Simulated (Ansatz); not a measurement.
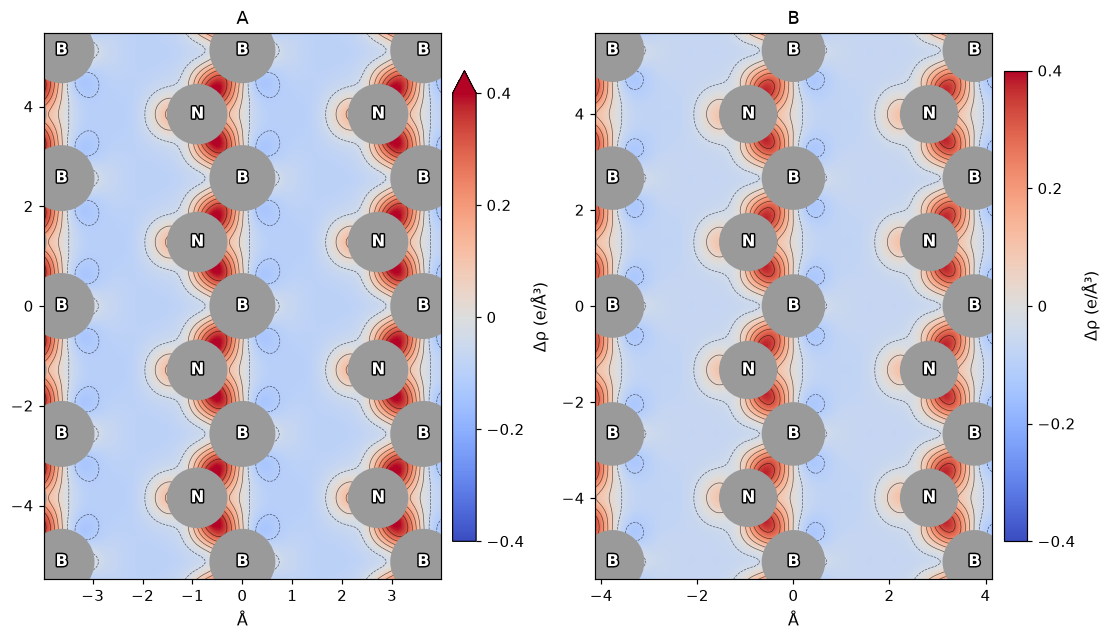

BN: deformation density on the (110) plane of the conventional cell at two volumes, with the same fractional coordinates and one colour scale. Grey discs cover the cores.

Space group F-43m. The cell comes from a database of computed structures, not from a measurement.

Computed with DFT PBE, scalar-relativistic, plane waves, PAW (Ansatz 0.2.0).

Which panel is the larger cell, by how much, and what changes?

B is the larger cell: B has 112 % of the volume of A. The pressure is 0 GPa in A and −34 GPa in B. Bader charges in A: B +2.16 and N −2.16 e; in B: B +2.10 and N −2.10 e. The rearranged charge is 0.25 e an atom in A and 0.24 e in B.
